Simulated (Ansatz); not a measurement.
Run report: TaN, single-point calculation (part 2 of 2)

The same run, continued: TaN (P6₃/mmc, 4 atoms in the cell); DFT PBEsol+U, scalar-relativistic, plane waves, PAW, Ueff = 4 eV on Ta atom 1 d; Ueff = 4 eV on Ta atom 2 d, spin-polarised (Ansatz 0.2.0); cutoff 420 eV, 7×7×4 k-mesh, Gaussian smearing of 0.05 eV, collinear spins. The structure derives from an entry of the Crystallography Open Database. It belongs to a series of runs on one base structure; here: random orbitals: harmonics, high filling.

Log, continued:
```
SCF iter  41: F=-20362.724163 eV  HF=-20362.724163 eV  |F-HF|=3.90e-9  |Δ(HF+E_count)|=   8.82e-8  Δρ=1.99e-6 (↑1.99e-6 ↓1.41e-6)  dr2=4.02e-10  dr2_m=9.48e-10  M=-0.000 μB ∫|m|=0.002 μB  β_m=1.00  ethr=1.00e-12  ⟨swp⟩=5.3  Hψ=17918  notcnv=0
iter 42 did not close the SCF: its close was put off for a magnetic moment that had not settled (scf_convergence_deferred on its scf_iter line)
SCF iter  42: F=-20362.724163 eV  HF=-20362.724163 eV  |F-HF|=1.67e-9  |Δ(HF+E_count)|=   6.62e-8  Δρ=1.35e-6 (↑1.35e-6 ↓1.17e-6)  dr2=2.23e-10  dr2_m=5.02e-10  M=-0.000 μB ∫|m|=0.001 μB  β_m=1.00  ethr=1.00e-12  ⟨swp⟩=5.0  Hψ=17365  notcnv=0
iter 43 did not close the SCF: its close was put off for a magnetic moment that had not settled (scf_convergence_deferred on its scf_iter line)
SCF iter  43: F=-20362.724163 eV  HF=-20362.724163 eV  |F-HF|=4.04e-10  |Δ(HF+E_count)|=   1.98e-8  Δρ=7.55e-7 (↑6.74e-7 ↓7.55e-7)  dr2=1.58e-10  dr2_m=1.44e-10  M=-0.000 μB ∫|m|=0.000 μB  β_m=1.00  ethr=1.00e-12  ⟨swp⟩=5.0  Hψ=17318  notcnv=0
SCF iter  44: F=-20362.724163 eV  HF=-20362.724163 eV  |F-HF|=6.91e-11  |Δ(HF+E_count)|=   2.70e-9  Δρ=4.19e-7 (↑4.11e-7 ↓4.19e-7)  dr2=9.21e-11  dr2_m=3.48e-11  M=-0.000 μB ∫|m|=0.000 μB  ethr=1.00e-12  ⟨swp⟩=4.8  Hψ=14955  notcnv=0
WARN: the starting moments were not kept: the SCF closed with an absolute magnetisation of 7.0e-5 μB, where they sum to 4 μB in size (2 sites). That is at most 0.1 of that sum. Measured as dr2_m measures the in/out step, that magnetisation stands 8.6e-10 eV from none, at or under the dr2_threshold of 1.0e-7 eV: it is no larger than a step whose dr2_m would equal this threshold. The system may hold no moment; this SCF shows only that its start led to no more than that. To try another start: raise the starting moments (crystal.atoms[].spin, magnetization.per_species, magnetization.initial_magnetization, or on a non-collinear deck that types none of these the spinor_matrix: blocks that start its atoms; where the total moment is fixed, keep their sum and leave initial_magnetization as it is; typed ones take the place of any that the run laid by itself, positive ones on a crystal's lanthanoids without a Hubbard term where scf.initial_density.shell_occupations: [] is typed) or, if the notice of its spin-set hold's release reads "site moments contracting" or "site moments show no strong build", lengthen the hold (scf.mixing.spin_hold: { on: { confirm: 4 } }; for m-r²SCAN on two components see the key's manual first). Each may lead to a state that holds a moment. A second SCF, from the converged charge density, with the starting moments and any scf.initial_density.shell_occupations laid on it anew, would have followed, and was not run: the deck does not ask for one (magnetization.retry_lost_moments is false, the default). To let it run, set magnetization.retry_lost_moments: true and run the deck again, where that key's refused combinations let it; where memory then withholds it, that run's warning says so.
WARN: hamiltonian.hubbard: on 4 of 4 specified blocks the occupation matrix of this SCF's result fails the test of the specified filling. At site 0 ↑ (sites count from 0 in the list of atoms of the cell that this SCF solves) the least filled combination of the orbitals specified full has occupation 0.343, and the fullest combination of the orbitals specified empty has occupation 0.521; the filling counts as kept where the first is at least 0.75 and exceeds the second by more than 0.25. The same holds at site 0 ↓, site 1 ↑, site 1 ↓. The state of this SCF's result may not hold the specified filling, though these bounds can also misjudge a state that does. This warning does not say which state is lower in energy, or whether the specified filling is a self-consistent state at all; see hamiltonian.hubbard.sites[].starting_ns, Limitations, and scf.initial_density.shell_occupations in the input reference
SCF 1 converged in 44 iterations: F = -20362.724163 eV  dr2 = 9.21e-11
  greatest PAW one-centre occupation: 1.000 electrons in one spin orbital (limit 2), on the Ta atom at site 1 (counted from 0), in its partial waves of l = 0
SCF converged after 44 iterations
Magnetization: -0.0000 μB (18.0000 up, 18.0000 down)
Absolute magnetization: 0.0001 μB (∫|ρ↑−ρ↓|, with the PAW one-centre terms)
Spin contamination: 0.0000 ħ² per cell (⟨S²⟩ above its minimum at these occupations)
Per-site moments (μB) at R_I (Å): [(6.770751003305116e-6, 0.8855253724830552), (-2.0227267634351057e-5, 0.8855253724830553), (5.486883412206008e-7, 0.8855253724830553), (5.486883412394358e-7, 0.8855253724830552)]
Free energy (F): -20362.724163 eV
Harris-Foulkes:  -20362.724163 eV  (|F-HF|=6.91e-11)
Internal energy: -20362.722374 eV  (E = F + TS)
E sigma→0 (E₀):  -20362.723269 eV
Entropy (-TS):   -0.001789 eV (-0.447 meV/atom)
Fermi energy:    23.087819 eV
--- Per-component energies (eV) ---
  E_band       = -35.424794
  E_kinetic    = 1020.428937
  E_local      = -1153.192533  (includes V_loc(G=0)·N_el)
  E_nonlocal   = 130.534534
  E_hartree    = 404.068880
  E_xc         = -561.410289
  E_vxc        = -570.603520  (∫ρ·V_xc dr)
  E_hubbard    = 9.228126  (on-site DFT+U / exact-exchange correction)
  E_vhub       = 3.092334  (the Hubbard potential's part of the band-sum identity)
  E_paw        = -16794.238891  (= ΣΔE_a)
  E_vpaw       = -273.822824  (= ΣTr[D̂ρ^β])
  E_aug_tail   = 0.000524  (compensation charges beyond the density's cutoff)
  E_ewald      = -3418.625152
  E_core_change = 0.483491  (= ΣΔE_core)
  E_smearing   = -0.001789  (= −TS)
  E_closure    = 0.000000  (closes the sum)
  Σ components = -20362.724163   (vs F -20362.724163, Δ=0.00e0)
--- Specified on-site occupations, and those of the state reported ---
  electrons in the specified blocks: 4.2000 specified, 7.6820 found
  site 0 (l=d) ↑: largest change of an orbital's occupation 0.6281; electrons 2.0000 specified, 1.9205 found; spectral distance 0.9196
  site 1 (l=d) ↑: largest change of an orbital's occupation 0.6152; electrons 2.0000 specified, 1.9205 found; spectral distance 0.9196
  site 0 (l=d) ↓: largest change of an orbital's occupation 0.5011; electrons 0.1000 specified, 1.9205 found; spectral distance 0.8320
  site 1 (l=d) ↓: largest change of an orbital's occupation 0.5011; electrons 0.1000 specified, 1.9205 found; spectral distance 0.8320
--- Forces (eV/Å), atoms counted from 1 ---
  atom   1  Ta     0.00000000     0.00000000     0.00000000
  atom   2  Ta     0.00000000     0.00000000     0.00000000
  atom   3  N      0.00000000    -0.00000034     0.00000027
  atom   4  N      0.00000000     0.00000034    -0.00000027
  max |Σ_I F_I| component: 0.00e0 eV/Å
--- Stress (GPa, compression-positive) ---
       23.995060       0.000000       0.000000
        0.000000      23.995013      -0.000069
        0.000000      -0.000069     110.342473
  P = ⅓ Tr σ = 52.7775 GPa (527.775 kbar)
--- Band table (eV; the first three rows and the last of 120) ---
  k-point 0 ↑: bands = ["-46.1601", "-45.8601", "-14.3924", "-12.6022", "-12.6022", "-12.2277", "-12.2277", "-11.3430", "3.9797", "7.4443", "12.6556", "15.3018", "15.3018", "17.3819", "19.3372", "19.3372", "19.3485", "21.2997", "21.2997", "22.6889", "22.6889", "25.6481", "27.0630", "28.3098"]
  k-point 1 ↑: bands = ["-46.1160", "-45.9040", "-14.0072", "-12.5486", "-12.5486", "-12.2840", "-12.2840", "-11.8671", "4.4174", "6.7523", "13.5868", "15.6873", "15.6873", "17.1857", "18.2845", "18.2845", "19.7943", "21.8188", "21.8188", "23.6120", "23.6120", "26.2955", "26.6139", "27.2865"]
  k-point 2 ↑: bands = ["-46.0099", "-46.0099", "-13.0043", "-13.0043", "-12.4177", "-12.4177", "-12.4177", "-12.4177", "5.4881", "5.4882", "15.4847", "15.4847", "16.7638", "16.7638", "16.7638", "16.7638", "22.7685", "22.7685", "23.1554", "23.1555", "23.1555", "23.1556", "27.8922", "27.8922"]
  k-point 59 ↓: bands = ["-46.0640", "-45.8554", "-13.8126", "-13.2524", "-12.8768", "-12.7927", "-12.4913", "-11.7597", "6.0399", "6.5818", "13.9859", "14.9412", "15.4699", "16.4088", "16.9229", "17.9236", "19.9494", "22.6118", "23.5626", "25.3733", "25.6104", "27.5651", "27.7095", "28.3641"]
Occupation matrices written to [file]
--- Löwdin populations: 4 sites ---
  site symbol       q [e]    m [muB]
     0     Ta     12.2274     0.0000
     1     Ta     12.2274    -0.0000
     2      N      5.6968     0.0000
     3      N      5.6968     0.0000
  spilling = 0.004215 (of n_electrons = 36.000000)
--- Occupation matrices: 2 shells (run DFT+U table (all-electron-ortho-atomic); ε = 9.65e-4) ---
  Ta0 d_5D: site group D3d (-3m)
  Ta0 d_5D up     Tr n = 1.9205  λ = 0.312 0.312 0.388 0.388 0.521  [2× x2-y2 0.29 Eg(1.00) | 2× yz 0.29 Eg(1.00) | z2 1.00 A1g(1.00)]
  Ta0 d_5D dn     Tr n = 1.9205  λ = 0.312 0.312 0.388 0.388 0.521  [2× xy 0.29 Eg(1.00) | 2× xz 0.29 Eg(1.00) | z2 1.00 A1g(1.00)]
  specified occupation → Ta0 d_5D up: matrix, ‖Δ‖_F = 1.1152, Tr Δ = +0.0795, displaced = 1.2036, d_λ = 0.9196; orbital distance = 1.5811
  specified occupation → Ta0 d_5D dn: matrix, ‖Δ‖_F = 0.8320, Tr Δ = -1.8205, displaced = 0.9102, d_λ = 0.8320; orbital distance = 0.0000
  Ta1 d_5D: site group D3d (-3m)
  Ta1 d_5D up     Tr n = 1.9205  λ = 0.312 0.312 0.388 0.388 0.521  [2× xy 0.29 Eg(1.00) | 2× xz 0.29 Eg(1.00) | z2 1.00 A1g(1.00)]
  Ta1 d_5D dn     Tr n = 1.9205  λ = 0.312 0.312 0.388 0.388 0.521  [2× x2-y2 0.29 Eg(1.00) | 2× yz 0.29 Eg(1.00) | z2 1.00 A1g(1.00)]
  specified occupation → Ta1 d_5D up: matrix, ‖Δ‖_F = 1.1042, Tr Δ = +0.0795, displaced = 1.1907, d_λ = 0.9196; orbital distance = 1.5268
  specified occupation → Ta1 d_5D dn: matrix, ‖Δ‖_F = 0.8320, Tr Δ = -1.8205, displaced = 0.9103, d_λ = 0.8320; orbital distance = 0.0000
  Tr n, λ and their labels are of the run-group-symmetrised matrices; stabiliser: 48 of 48 elements of G0×{1,Θ} (closed), max defect 5.7e-5 at τ = 2.0e-4
```

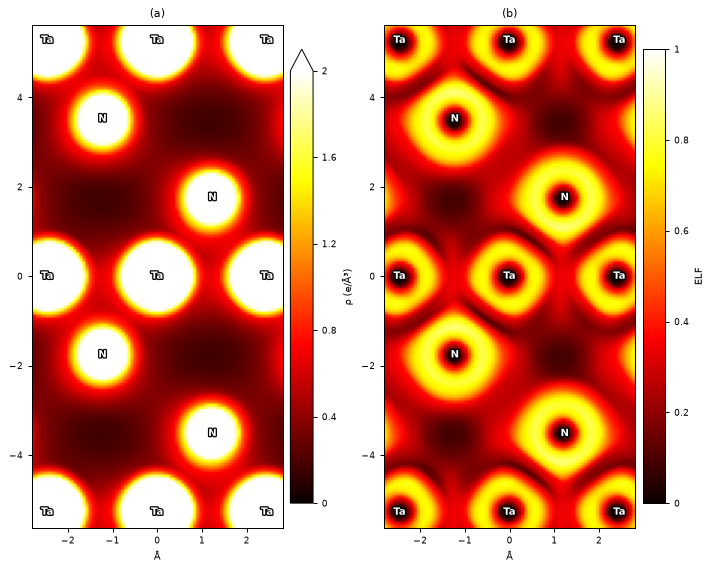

Fig. 1: (a) valence electron density; (b) electron localisation function on the (110) plane of the conventional cell. Atoms in the plane: Ta and N. Ta–N (2.15 Å): ρ at the midpoint is about 0.62 e/Å³; the ELF is about 0.15 at the midpoint (a polar contact without a shared pair, in a metal). Ta–Ta (2.46 Å): ρ at the midpoint is about 0.62 e/Å³; the ELF is about 0.30 at the midpoint; no localised pair between them. Away from the nuclei the density in this plane falls to 0.1 e/Å³ at its lowest. The strong features right at Ta lie inside the PAW spheres (semicore, d or f shells) and say nothing about bonding. Core electrons are frozen (PAW), so the fields are smoothed inside the atomic spheres.

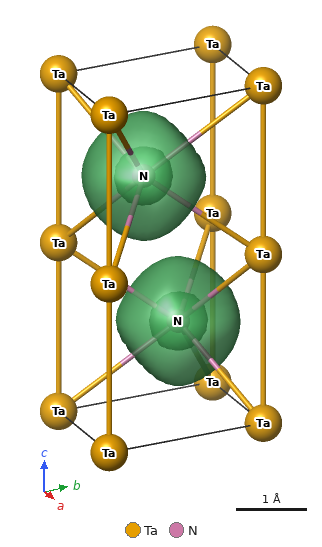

Fig. 2: Isosurface of the electron localisation function at 0.65 (green), seen slightly off an axis. Core shells and regions of very low density are left out. Sticks mark near contacts. The outline is the cell set on symmetry axes. Values along the shortest contacts: Ta–N (2.15 Å): the ELF is about 0.15 at the midpoint (a polar contact without a shared pair, in a metal). Ta–Ta (2.46 Å): the ELF is about 0.30 at the midpoint; no localised pair between them.

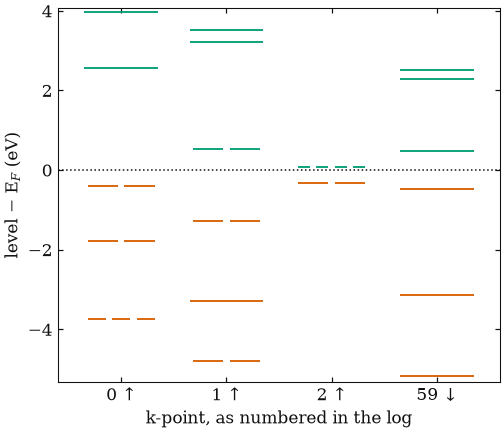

Fig. 3: Kohn–Sham levels near the Fermi level (dotted) at the few k-points that the log prints; levels within 0.02 eV of each other stand side by side. The system is metallic on the full mesh.

The run was set up as follows.

Input file:
```yaml
crystal:
  lattice:
    - [3.04800184, 0.0, 0.0]
    - [-1.52400092, 2.63964703, 0.0]
    - [0.0, 0.0, 4.91799978]
  atoms:
    - { symbol: Ta, position: [0.0, 0.0, 0.0], spin: 2.0 }
    - { symbol: Ta, position: [0.0, 0.0, 0.5], spin: 2.0 }
    - { symbol: "N", position: [0.3333333333, 0.6666666667, 0.25] }
    - { symbol: "N", position: [0.6666666667, 0.3333333333, 0.75] }
basis:
  ecutwfc: 420
  ecutrho_ratio: 4
kpoints:
  mp_grid: { grid: [7, 7, 4] }
hamiltonian:
  xc: pbesol
  hubbard:
    sites:
      - { site: 0, l: d, u_eff: 4.0, starting_ns: [{ spin: up, occupation_matrix: s0up }, { spin: down, occupation_matrix: s0down }] }
      - { site: 1, l: d, u_eff: 4.0, starting_ns: [{ spin: up, occupation_matrix: s1up }, { spin: down, occupation_matrix: s1down }] }
    occupation_matrices:
      s0up:
        matrix:
          - [0.02, 0.0, 0.0, 0.0, 0.0]
          - [0.0, 0.02, 0.0, 0.0, 0.0]
          - [0.0, 0.0, 0.97, 0.0, 0.0]
          - [0.0, 0.0, 0.0, 0.02, 0.0]
          - [0.0, 0.0, 0.0, 0.0, 0.97]
      s0down:
        matrix:
          - [0.02, 0.0, 0.0, 0.0, 0.0]
          - [0.0, 0.02, 0.0, 0.0, 0.0]
          - [0.0, 0.0, 0.02, 0.0, 0.0]
          - [0.0, 0.0, 0.0, 0.02, 0.0]
          - [0.0, 0.0, 0.0, 0.0, 0.02]
      s1up:
        matrix:
          - [0.02, 0.0, 0.0, 0.0, 0.0]
          - [0.0, 0.97, 0.0, 0.0, 0.0]
          - [0.0, 0.0, 0.97, 0.0, 0.0]
          - [0.0, 0.0, 0.0, 0.02, 0.0]
          - [0.0, 0.0, 0.0, 0.0, 0.02]
      s1down:
        matrix:
          - [0.02, 0.0, 0.0, 0.0, 0.0]
          - [0.0, 0.02, 0.0, 0.0, 0.0]
          - [0.0, 0.0, 0.02, 0.0, 0.0]
          - [0.0, 0.0, 0.0, 0.02, 0.0]
          - [0.0, 0.0, 0.0, 0.0, 0.02]
    ns_hold: until_converged
scf:
  occupations: { method: gaussian, width: 0.05 }
  lower_state_search: "off"
  max_iter: 150
output:
  forces: true
  stress: true
  eigenvalues: true
  populations: true
  hubbard: { sites: [{ site: 0, l: d }, { site: 1, l: d }] }
  write_density: true
  write_potential: true
  elf: true
  volumetric_format: npy
magnetization:
  spin_polarized: true
```

Launched with:
```bash
ansatz run input.yaml --threads 2 --pin off --max-ram 3072MiB --backend cpu --events-out ev --progress --plain --runs-dir out
```

Results in brief:

```tsv
quantity	value
outcome	converged
space group (tolerance 0.01 Å)	P6₃/mmc (194)
electrons treated	36
free energy	−20362.7242 eV
Fermi energy	23.088 eV
gap on the k-point mesh	none (metallic)
net moment of the cell	0.00 μB
integrated absolute moment	0.00 μB
pressure	52.78 GPa
largest force (length of the vector)	under 0.001 eV/Å
hardware	2 threads of Arm Neoverse V2, 24 GiB of memory available, shared host
wall time	25 s (CPU time 48 s)
peak memory	0.43 GiB
```

Notes:

The program warns: some starting moments were not kept; the typed occupations were not kept; the occupation matrices lower the symmetry. Spin–orbit coupling is left out, which matters for Ta.
